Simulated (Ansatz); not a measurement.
## Electronic structure of SiNi in real space

```yaml
crystal:
  lattice:
    - [-5.24366, -0.29250, 0.01163]
    - [2.47275, -3.16820, -4.90676]
    - [2.45458, -3.48597, 5.11522]
  atoms:
    - { symbol: Si, position: [0.18799, 0.45467, 0.28952] }
    - { symbol: Si, position: [0.75043, 0.92821, 0.78414] }
    - { symbol: Ni, position: [0.72883, 0.43030, 0.32203] }
    - { symbol: Si, position: [0.27204, 0.93638, 0.82235] }
    - { symbol: Si, position: [0.81201, 0.54533, 0.71048] }
    - { symbol: Si, position: [0.24957, 0.07179, 0.21586] }
    - { symbol: Ni, position: [0.27117, 0.56970, 0.67797] }
    - { symbol: Si, position: [0.72796, 0.06362, 0.17765] }
    - { symbol: Ni, position: [0.26568, 0.70915, 0.06987] }
    - { symbol: Ni, position: [0.76512, 0.16140, 0.55174] }
    - { symbol: Ni, position: [0.76333, 0.71349, 0.04729] }
    - { symbol: Si, position: [0.26605, 0.21044, 0.60403] }
    - { symbol: Si, position: [0.73395, 0.78956, 0.39597] }
    - { symbol: Ni, position: [0.23667, 0.28651, 0.95271] }
    - { symbol: Ni, position: [0.23488, 0.83860, 0.44826] }
    - { symbol: Ni, position: [0.73432, 0.29085, 0.93013] }
```

Space group P-1; a generated structure, not necessarily the stable one; computed without spin polarisation.

The calculation used Ansatz 0.2.0, DFT PBEsol, scalar-relativistic, plane waves, PAW.

Core electrons are frozen (PAW), and the valence fields are smoothed inside the atomic spheres.

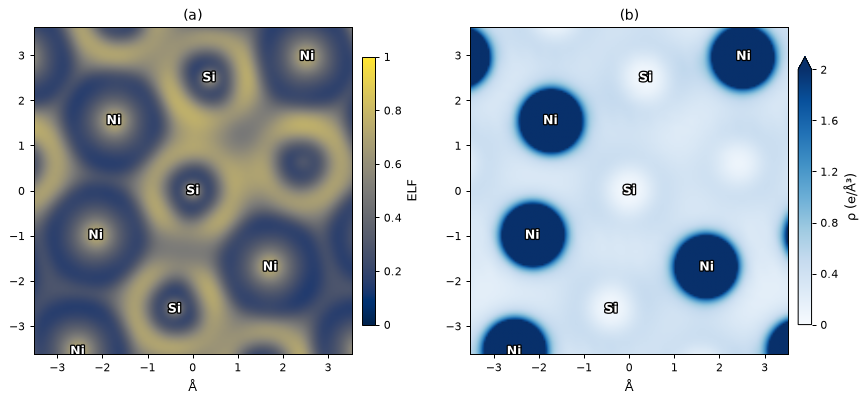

Figure 1. (a) ELF; (b) valence charge density (pseudo) on the (100) plane of the conventional cell.

Q: Describe what can be read from this map.

A:
- Atoms in the plane: Si and Ni.
- Atoms just off the plane (Si, 0.3 Å away) can leave unmarked features too.
- Si–Ni (2.23 Å): ρ at the midpoint is about 0.54 e/Å³; the ELF peaks at about 0.75 in the valence shell of Si, 0.8 Å from its nucleus, and is about 0.50 at the midpoint.
- Si–Ni (2.34 Å): ρ is about 0.45 e/Å³ halfway; the ELF peaks at about 0.70 in the valence shell of Si, 0.9 Å from its nucleus, and is about 0.45 at the midpoint.
- Si–Ni (2.41 Å): ρ at the midpoint is about 0.42 e/Å³; the ELF peaks at about 0.70 in the valence shell of Si, 0.9 Å from its nucleus, and is about 0.50 at the midpoint.
- Si–Si (2.53 Å): ρ at the midpoint is about 0.38 e/Å³; the ELF peaks at about 0.75 between the atoms.
- Between the atoms the lowest density in this plane is 0.2 e/Å³.
- The features right at Ni lie inside the PAW spheres, where the map follows smoothed inner orbitals and isn't to be read closely.

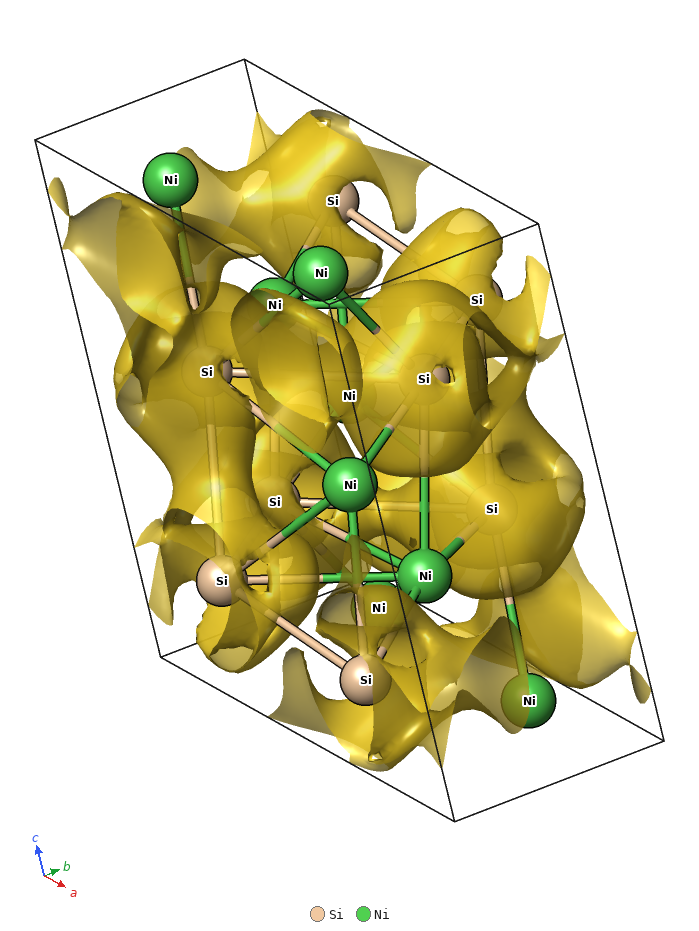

Figure 2. Isosurface of the ELF at 0.55 (yellow), seen at an oblique angle. Only the valence region is drawn (cores and ρ < 0.01 e/Å³ removed). Sticks mark near contacts.

Q: Where are the electrons localised?

A: At this value the surface marks out sheets that run through the cell in two directions, counted in one cell of 16 atoms. Any copies at cell faces, edges or corners count once. Along the contacts the grid gives the following. Si–Si (2.46 Å): the ELF peaks at about 0.65 between the atoms.

Q: Metal or insulator at this level of theory?

A: It is gapless in this calculation (a metal or semimetal).
